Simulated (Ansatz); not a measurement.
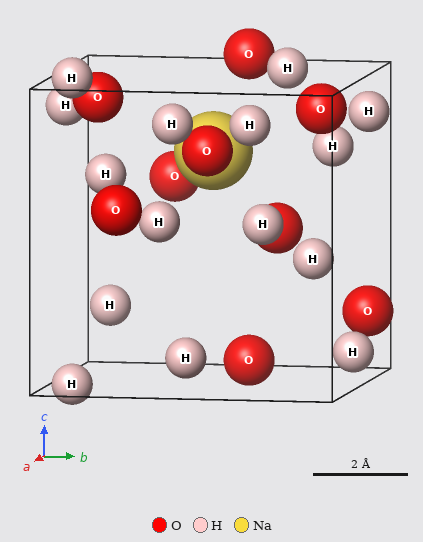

The starting structure (spheres-only view of the cell of the calculation, seen slightly off an axis; bonded neighbours outside the cell are drawn too).

**Molecular dynamics, with input and output: NaH13O7 (part 1 of 2)**

- system: NaH13O7 (disordered cell, 21 atoms in the cell)
- method: DFT LDA, scalar-relativistic, plane waves, PAW, no spin polarisation (Ansatz 0.2.0)

One setting was made poor on purpose. It belongs to a series of runs on one base structure; here: dynamics from the last frame of the run before.

### Input file
```yaml
crystal:
  lattice:
    - [6.628223, 0.0, 0.0]
    - [0.0, 6.628223, 0.0]
    - [0.0, 0.0, 6.628223]
  atoms:
    - { symbol: O, position: [0.78951879, 0.24599336, 0.58722773] }
    - { symbol: H, position: [0.72957454, 0.37662403, 0.54573227] }
    - { symbol: H, position: [0.69670813, 0.19274786, 0.69336037] }
    - { symbol: O, position: [0.42818842, 0.47667581, 0.74613017] }
    - { symbol: H, position: [0.38839414, 0.60941626, 0.82761079] }
    - { symbol: H, position: [0.46849088, 0.36911148, 0.83573865] }
    - { symbol: O, position: [0.05320129, 0.54194619, 1.02265208] }
    - { symbol: H, position: [0.09879977, 0.6778883, 0.98420928] }
    - { symbol: H, position: [-0.04358464, 0.50760642, 1.12936151] }
    - { symbol: O, position: [0.16200991, 0.65634228, 0.46837237] }
    - { symbol: H, position: [0.30527185, 0.63682576, 0.49577607] }
    - { symbol: H, position: [0.16378527, 0.77556153, 0.3710105] }
    - { symbol: O, position: [0.49694682, 0.12811644, -0.07881744] }
    - { symbol: H, position: [0.60858754, 0.06492059, -0.00441996] }
    - { symbol: H, position: [0.39240607, 0.00336048, -0.11792894] }
    - { symbol: O, position: [0.14965842, -0.04698328, 0.20332307] }
    - { symbol: H, position: [0.20007078, -0.08526175, 0.07400775] }
    - { symbol: H, position: [0.13036942, 0.09878866, 0.20110649] }
    - { symbol: Na, position: [0.07326922, 0.42797396, 0.70645293] }
    - { symbol: O, position: [0.27033456, 0.82250785, 0.87346705] }
    - { symbol: H, position: [0.20284025, 0.84845829, 0.7449883] }
basis:
  ecutwfc: 420.0
kpoints:
  mp_grid: { grid: [1, 1, 1] }
hamiltonian:
  xc: lda
scf:
  occupations: { method: fermi_dirac, width: 0.02 }
  lower_state_search: "off"
  convergence: { dr2_threshold: 0.001 }
  max_iter: 51
md:
  timestep: 0.5
  n_steps: 200
  ensemble: nvt_nose_hoover
  temperature: 400.0
  initial_velocities: maxwell_boltzmann
  seed: 313808
  nose_hoover: { tau: 100.0, chain_length: 1 }
```

Run on 1 thread of Intel Xeon (Sapphire Rapids), 10 GiB of memory available, shared host.

Command:
```bash
ansatz run input.yaml --threads 1 --pin off --max-ram 3072MiB --backend cpu --events-out ev --progress --plain --runs-dir out
```

### Log
```
Warning: md: disabling space-group detection — thermal motion breaks the input geometry's symmetry, so no spatial operation reduces the k-mesh or symmetrises the density; time reversal is kept, so that k and −k are solved as one point where they differ and the mesh holds both, and exact exchange and, on two spinor components, a DFT+U term hold to it where the run has them: on two components no moment then forms, and a state that bears one, which a typed moment (crystal.atoms[].spin; refused beside efield: under a hybrid functional) reaches, can lie lower, under hf by electronvolts; crystal.symmetry.detect: false (a key that needs symmetry detection or time reversal refuses this as the deck is read) with time_reversal: false beside it drops time reversal too
Warning: scf.convergence.dr2_threshold = 1e-3 eV is looser than this run's default, which is 1e-7 eV or tighter. The error in the forces grows as the threshold's square root, so leave the key out unless less accurate forces are enough
Engine: ansatz 0.2.0, x86_64-unknown-linux-gnu
Pseudopotentials: kind: paw
Pseudopotential: O, paw, valence charge 6, recommended cutoff 420 eV (normal), O.paw.azcp
Pseudopotential: H, paw, valence charge 1, recommended cutoff 420 eV (normal), H.paw.azcp
Pseudopotential: Na, paw, valence charge 9, recommended cutoff 420 eV (normal), Na.paw.azcp
Functional definition: SPW92
  exchange = slater_x
  correlation = pw_c
Crystal: 21 atoms, lattice volume = 291.200 Å³
Basis set: ecut = 420 eV, 5695 PW (Γ)
Bands: 53, of which v1, the nominal top of the filled ones, is band 32 counted from 1 (31 counted from 0)
Symmetry: 1 space group operations
k-points: 1
Non-local potential: O, projectors of the file, l = 0: 2, l = 1: 2, l = 2: 1
Non-local potential: H, projectors of the file, l = 0: 2, l = 1: 1
Non-local potential: Na, projectors of the file, l = 0: 3, l = 1: 2, l = 2: 1
PAW form: soft (Blöchl's): semilocal exchange-correlation on the pseudo side does not see the compensation charge
PAW frozen core: O, regenerated for the run's functional, and the local potential with it (the file was generated under x = pbe(κ = 0.804, μ = 0.2195149727645171), c = pbe(β = 0.06672455060314922))
PAW frozen core: Na, regenerated for the run's functional, and the local potential with it (the file was generated under x = pbe(κ = 0.804, μ = 0.2195149727645171), c = pbe(β = 0.06672455060314922))
PAW one-centre angular grid: O, 110 points (default); XC on 64 Gauss nodes
PAW one-centre angular grid: H, 110 points (default); XC on 64 Gauss nodes
PAW one-centre angular grid: Na, 110 points (default); XC on 64 Gauss nodes
Initial density: superposition of atomic densities (neutral atoms: chi_scale 0, normalization atom), corrected by the library's trained network
Initial wavefunctions: pseudopotential atomic-orbital guess
Functional: x = slater, c = lda
SCF iter   1: F=—  HF=-5559.143075 eV  |F-HF|=—  |Δ(HF+E_count)|=         —  Δρ=6.64e-3  dr2=8.21e-2  ethr=1.77e-3  ⟨swp⟩=7.0  Hψ=257  notcnv=0  defer=3
preconditioner: auto → Resta (q_TF=auto, 2.119 Å⁻¹)  ε∞=2.0  [insulator: Δε(μ)=3.966 eV  Ē_g=17.513 eV  σ=0.020 eV  W_gap=1.00  n_scr=32 (ndim 8)  ℏωp=17.1 eV  f_vac=0.436  D(μ)=0.00/eV (n_scr^D=0)  ε∞_Penn≈2.0]
SCF iter   2: F=—  HF=-5559.118825 eV  |F-HF|=—  |Δ(HF+E_count)|=   2.42e-2  Δρ=3.23e-3  dr2=1.86e-2  ethr=1.28e-4  ⟨swp⟩=2.0  Hψ=99  notcnv=0  defer=14
SCF iter   3: F=—  HF=-5559.116742 eV  |F-HF|=—  |Δ(HF+E_count)|=   2.08e-3  Δρ=1.60e-3  dr2=6.67e-3  ethr=2.90e-5  ⟨swp⟩=2.0  Hψ=74  notcnv=0  defer=14
SCF iter   4: F=—  HF=-5559.115510 eV  |F-HF|=—  |Δ(HF+E_count)|=   1.23e-3  Δρ=2.89e-4  dr2=2.92e-4  ethr=1.04e-5  ⟨swp⟩=2.0  Hψ=68  notcnv=0  defer=14
iter 5 did not close the SCF: its close was put off for the readings that it lacked (scf_convergence_deferred on its scf_iter line)
SCF iter   5: F=-5559.115778 eV  HF=-5559.115746 eV  |F-HF|=3.27e-5  |Δ(HF+E_count)|=   2.36e-4  Δρ=1.67e-4  dr2=7.87e-5  ethr=4.56e-7  ⟨swp⟩=2.0  Hψ=72  notcnv=0  defer=14
SCF iter   6: F=-5559.115800 eV  HF=-5559.115793 eV  |F-HF|=6.60e-6  |Δ(HF+E_count)|=   4.74e-5  Δρ=6.18e-5  dr2=1.10e-5  ethr=1.23e-7  ⟨swp⟩=2.0  Hψ=139  notcnv=0
SCF 1 converged in 6 iterations: F = -5559.115800 eV  dr2 = 1.10e-5
  greatest PAW one-centre occupation: 0.999 electrons in one spin orbital (limit 2), on the Na atom at site 18 (counted from 0), in its partial waves of l = 0
md step     0: t =     0.00 fs  T =   400.0 K  F+E_penalty+E_count = -5559.11579976 eV  E_kin = 1.034080 eV  conserved = -5558.08171977 eV  (6 SCF iters)
Initial density: handed on by an earlier stage of this run
Initial wavefunctions: those handed on with the density
iter 1 solved again at ethr=1.23e-5 eV; its pass at ethr=3.10e-3 eV (dr2=7.84e-3 eV) is discarded
SCF iter   1: F=—  HF=-5559.114321 eV  |F-HF|=—  |Δ(HF+E_count)|=         —  Δρ=2.37e-3  dr2=8.09e-3  ethr=1.23e-5  ⟨swp⟩=7.0  Hψ=280  notcnv=0
preconditioner: auto → Resta (q_TF=auto, 2.119 Å⁻¹)  ε∞=2.0  [insulator: Δε(μ)=4.013 eV  Ē_g=17.555 eV  σ=0.020 eV  W_gap=1.00  n_scr=32 (ndim 8)  ℏωp=17.1 eV  f_vac=0.436  D(μ)=0.00/eV (n_scr^D=0)  ε∞_Penn≈2.0  vacuum switching on, ρ_ref=2.2e-2 e/Å³]
SCF iter   2: F=—  HF=-5559.112632 eV  |F-HF|=—  |Δ(HF+E_count)|=   1.69e-3  Δρ=1.07e-3  dr2=1.26e-3  ethr=1.23e-5  ⟨swp⟩=4.0  Hψ=99  notcnv=0
SCF iter   3: F=-5559.112422 eV  HF=-5559.112478 eV  |F-HF|=5.58e-5  |Δ(HF+E_count)|=   1.54e-4  Δρ=4.66e-4  dr2=2.50e-4  ethr=1.56e-6  ⟨swp⟩=3.0  Hψ=179  notcnv=0
SCF 2 converged in 3 iterations: F = -5559.112422 eV  dr2 = 2.50e-4
md step     1: t =     0.50 fs  T =   398.5 K  F+E_penalty+E_count = -5559.11242237 eV  E_kin = 1.030305 eV  conserved = -5558.08211739 eV  (3 SCF iters)
[... from here on the SCF iterations and repeated set-up lines of each step are left out, up to the last step ...]
SCF 3 converged in 3 iterations: F = -5559.090557 eV  dr2 = 3.66e-4
md step     2: t =     1.00 fs  T =   390.2 K  F+E_penalty+E_count = -5559.09055657 eV  E_kin = 1.008823 eV  conserved = -5558.08173440 eV  (3 SCF iters)
md step     3: t =     1.50 fs  T =   374.7 K  F+E_penalty+E_count = -5559.04957739 eV  E_kin = 0.968782 eV  conserved = -5558.08079714 eV  (3 SCF iters)
md step     4: t =     2.00 fs  T =   355.3 K  F+E_penalty+E_count = -5558.99814561 eV  E_kin = 0.918540 eV  conserved = -5558.07961199 eV  (3 SCF iters)
md step     5: t =     2.50 fs  T =   336.6 K  F+E_penalty+E_count = -5558.94918930 eV  E_kin = 0.870228 eV  conserved = -5558.07897744 eV  (2 SCF iters)
md step     6: t =     3.00 fs  T =   322.6 K  F+E_penalty+E_count = -5558.91271397 eV  E_kin = 0.833976 eV  conserved = -5558.07876970 eV  (2 SCF iters)
md step     7: t =     3.50 fs  T =   314.6 K  F+E_penalty+E_count = -5558.89217896 eV  E_kin = 0.813240 eV  conserved = -5558.07899368 eV  (2 SCF iters)
md step     8: t =     4.00 fs  T =   311.2 K  F+E_penalty+E_count = -5558.88397143 eV  E_kin = 0.804566 eV  conserved = -5558.07949094 eV  (2 SCF iters)
md step     9: t =     4.50 fs  T =   310.0 K  F+E_penalty+E_count = -5558.88113049 eV  E_kin = 0.801305 eV  conserved = -5558.07995058 eV  (2 SCF iters)
md step    10: t =     5.00 fs  T =   308.8 K  F+E_penalty+E_count = -5558.87798369 eV  E_kin = 0.798297 eV  conserved = -5558.07986010 eV  (3 SCF iters)
md step    11: t =     5.50 fs  T =   307.2 K  F+E_penalty+E_count = -5558.87338586 eV  E_kin = 0.794270 eV  conserved = -5558.07934709 eV  (2 SCF iters)
md step    12: t =     6.00 fs  T =   306.2 K  F+E_penalty+E_count = -5558.87032565 eV  E_kin = 0.791564 eV  conserved = -5558.07905931 eV  (2 SCF iters)
md step    13: t =     6.50 fs  T =   307.5 K  F+E_penalty+E_count = -5558.87353010 eV  E_kin = 0.794890 eV  conserved = -5558.07901357 eV  (2 SCF iters)
md step    14: t =     7.00 fs  T =   312.7 K  F+E_penalty+E_count = -5558.88679191 eV  E_kin = 0.808324 eV  conserved = -5558.07892753 eV  (2 SCF iters)
md step    15: t =     7.50 fs  T =   322.6 K  F+E_penalty+E_count = -5558.91211419 eV  E_kin = 0.833857 eV  conserved = -5558.07881324 eV  (2 SCF iters)
md step    16: t =     8.00 fs  T =   337.3 K  F+E_penalty+E_count = -5558.95020441 eV  E_kin = 0.871957 eV  conserved = -5558.07891210 eV  (2 SCF iters)
md step    17: t =     8.50 fs  T =   356.4 K  F+E_penalty+E_count = -5558.99998908 eV  E_kin = 0.921384 eV  conserved = -5558.07939098 eV  (2 SCF iters)
md step    18: t =     9.00 fs  T =   377.8 K  F+E_penalty+E_count = -5559.05606515 eV  E_kin = 0.976672 eV  conserved = -5558.08031239 eV  (2 SCF iters)
md step    19: t =     9.50 fs  T =   397.0 K  F+E_penalty+E_count = -5559.10654365 eV  E_kin = 1.026229 eV  conserved = -5558.08137731 eV  (2 SCF iters)
md step    20: t =    10.00 fs  T =   408.1 K  F+E_penalty+E_count = -5559.13568858 eV  E_kin = 1.054989 eV  conserved = -5558.08191277 eV  (3 SCF iters)
md step    21: t =    10.50 fs  T =   406.5 K  F+E_penalty+E_count = -5559.13109860 eV  E_kin = 1.050801 eV  conserved = -5558.08166165 eV  (3 SCF iters)
md step    22: t =    11.00 fs  T =   391.7 K  F+E_penalty+E_count = -5559.09226206 eV  E_kin = 1.012686 eV  conserved = -5558.08108631 eV  (2 SCF iters)
md step    23: t =    11.50 fs  T =   369.5 K  F+E_penalty+E_count = -5559.03358175 eV  E_kin = 0.955243 eV  conserved = -5558.07999068 eV  (2 SCF iters)
md step    24: t =    12.00 fs  T =   348.8 K  F+E_penalty+E_count = -5558.97886691 eV  E_kin = 0.901685 eV  conserved = -5558.07897109 eV  (2 SCF iters)
md step    25: t =    12.50 fs  T =   337.6 K  F+E_penalty+E_count = -5558.94952615 eV  E_kin = 0.872869 eV  conserved = -5558.07858277 eV  (2 SCF iters)
md step    26: t =    13.00 fs  T =   339.4 K  F+E_penalty+E_count = -5558.95421890 eV  E_kin = 0.877423 eV  conserved = -5558.07886191 eV  (2 SCF iters)
md step    27: t =    13.50 fs  T =   351.3 K  F+E_penalty+E_count = -5558.98573547 eV  E_kin = 0.908158 eV  conserved = -5558.07979445 eV  (2 SCF iters)
md step    28: t =    14.00 fs  T =   367.2 K  F+E_penalty+E_count = -5559.02764502 eV  E_kin = 0.949163 eV  conserved = -5558.08086173 eV  (2 SCF iters)
md step    29: t =    14.50 fs  T =   381.4 K  F+E_penalty+E_count = -5559.06505308 eV  E_kin = 0.986017 eV  conserved = -5558.08158864 eV  (3 SCF iters)
md step    30: t =    15.00 fs  T =   391.4 K  F+E_penalty+E_count = -5559.09042223 eV  E_kin = 1.011857 eV  conserved = -5558.08129891 eV  (3 SCF iters)
md step    31: t =    15.50 fs  T =   397.4 K  F+E_penalty+E_count = -5559.10517652 eV  E_kin = 1.027381 eV  conserved = -5558.08071471 eV  (2 SCF iters)
md step    32: t =    16.00 fs  T =   401.6 K  F+E_penalty+E_count = -5559.11553895 eV  E_kin = 1.038165 eV  conserved = -5558.08048253 eV  (2 SCF iters)
md step    33: t =    16.50 fs  T =   406.7 K  F+E_penalty+E_count = -5559.12865104 eV  E_kin = 1.051440 eV  conserved = -5558.08051039 eV  (2 SCF iters)
md step    34: t =    17.00 fs  T =   414.7 K  F+E_penalty+E_count = -5559.14923890 eV  E_kin = 1.072186 eV  conserved = -5558.08054461 eV  (2 SCF iters)
md step    35: t =    17.50 fs  T =   425.9 K  F+E_penalty+E_count = -5559.17831538 eV  E_kin = 1.101161 eV  conserved = -5558.08084193 eV  (2 SCF iters)
md step    36: t =    18.00 fs  T =   439.3 K  F+E_penalty+E_count = -5559.21303602 eV  E_kin = 1.135728 eV  conserved = -5558.08119303 eV  (2 SCF iters)
md step    37: t =    18.50 fs  T =   453.1 K  F+E_penalty+E_count = -5559.24871646 eV  E_kin = 1.171368 eV  conserved = -5558.08143048 eV  (2 SCF iters)
md step    38: t =    19.00 fs  T =   465.7 K  F+E_penalty+E_count = -5559.28114373 eV  E_kin = 1.204050 eV  conserved = -5558.08137196 eV  (2 SCF iters)
md step    39: t =    19.50 fs  T =   476.3 K  F+E_penalty+E_count = -5559.30821083 eV  E_kin = 1.231262 eV  conserved = -5558.08141786 eV  (3 SCF iters)
md step    40: t =    20.00 fs  T =   484.2 K  F+E_penalty+E_count = -5559.32842142 eV  E_kin = 1.251749 eV  conserved = -5558.08132427 eV  (3 SCF iters)
md step    41: t =    20.50 fs  T =   488.1 K  F+E_penalty+E_count = -5559.33874090 eV  E_kin = 1.261935 eV  conserved = -5558.08162965 eV  (3 SCF iters)
md step    42: t =    21.00 fs  T =   485.1 K  F+E_penalty+E_count = -5559.33174075 eV  E_kin = 1.254126 eV  conserved = -5558.08259691 eV  (2 SCF iters)
md step    43: t =    21.50 fs  T =   472.1 K  F+E_penalty+E_count = -5559.29852848 eV  E_kin = 1.220351 eV  conserved = -5558.08330261 eV  (2 SCF iters)
md step    44: t =    22.00 fs  T =   446.8 K  F+E_penalty+E_count = -5559.23316406 eV  E_kin = 1.155088 eV  conserved = -5558.08332789 eV  (3 SCF iters)
md step    45: t =    22.50 fs  T =   410.1 K  F+E_penalty+E_count = -5559.13745306 eV  E_kin = 1.060224 eV  conserved = -5558.08259282 eV  (2 SCF iters)
md step    46: t =    23.00 fs  T =   367.9 K  F+E_penalty+E_count = -5559.02664010 eV  E_kin = 0.951113 eV  conserved = -5558.08099109 eV  (2 SCF iters)
md step    47: t =    23.50 fs  T =   330.2 K  F+E_penalty+E_count = -5558.92735179 eV  E_kin = 0.853754 eV  conserved = -5558.07915509 eV  (2 SCF iters)
md step    48: t =    24.00 fs  T =   308.1 K  F+E_penalty+E_count = -5558.86889619 eV  E_kin = 0.796609 eV  conserved = -5558.07793678 eV  (2 SCF iters)
md step    49: t =    24.50 fs  T =   308.6 K  F+E_penalty+E_count = -5558.86992650 eV  E_kin = 0.797849 eV  conserved = -5558.07782562 eV  (2 SCF iters)
md step    50: t =    25.00 fs  T =   331.3 K  F+E_penalty+E_count = -5558.92945192 eV  E_kin = 0.856584 eV  conserved = -5558.07872767 eV  (3 SCF iters)
md step    51: t =    25.50 fs  T =   369.2 K  F+E_penalty+E_count = -5559.02868376 eV  E_kin = 0.954491 eV  conserved = -5558.08018161 eV  (3 SCF iters)
md step    52: t =    26.00 fs  T =   411.9 K  F+E_penalty+E_count = -5559.14063291 eV  E_kin = 1.064917 eV  conserved = -5558.08185244 eV  (2 SCF iters)
md step    53: t =    26.50 fs  T =   449.9 K  F+E_penalty+E_count = -5559.23995629 eV  E_kin = 1.163196 eV  conserved = -5558.08305879 eV  (2 SCF iters)
md step    54: t =    27.00 fs  T =   476.6 K  F+E_penalty+E_count = -5559.30897196 eV  E_kin = 1.232002 eV  conserved = -5558.08343459 eV  (2 SCF iters)
md step    55: t =    27.50 fs  T =   488.7 K  F+E_penalty+E_count = -5559.34000582 eV  E_kin = 1.263371 eV  conserved = -5558.08326164 eV  (2 SCF iters)
md step    56: t =    28.00 fs  T =   487.6 K  F+E_penalty+E_count = -5559.33621599 eV  E_kin = 1.260440 eV  conserved = -5558.08255220 eV  (2 SCF iters)
md step    57: t =    28.50 fs  T =   477.7 K  F+E_penalty+E_count = -5559.30973671 eV  E_kin = 1.235068 eV  conserved = -5558.08157938 eV  (2 SCF iters)
md step    58: t =    29.00 fs  T =   465.5 K  F+E_penalty+E_count = -5559.27688900 eV  E_kin = 1.203286 eV  conserved = -5558.08063402 eV  (2 SCF iters)
md step    59: t =    29.50 fs  T =   456.0 K  F+E_penalty+E_count = -5559.25171800 eV  E_kin = 1.178828 eV  conserved = -5558.08002812 eV  (2 SCF iters)
md step    60: t =    30.00 fs  T =   451.9 K  F+E_penalty+E_count = -5559.24074743 eV  E_kin = 1.168188 eV  conserved = -5558.07979486 eV  (3 SCF iters)
md step    61: t =    30.50 fs  T =   452.0 K  F+E_penalty+E_count = -5559.24167392 eV  E_kin = 1.168602 eV  conserved = -5558.08039695 eV  (2 SCF iters)
```
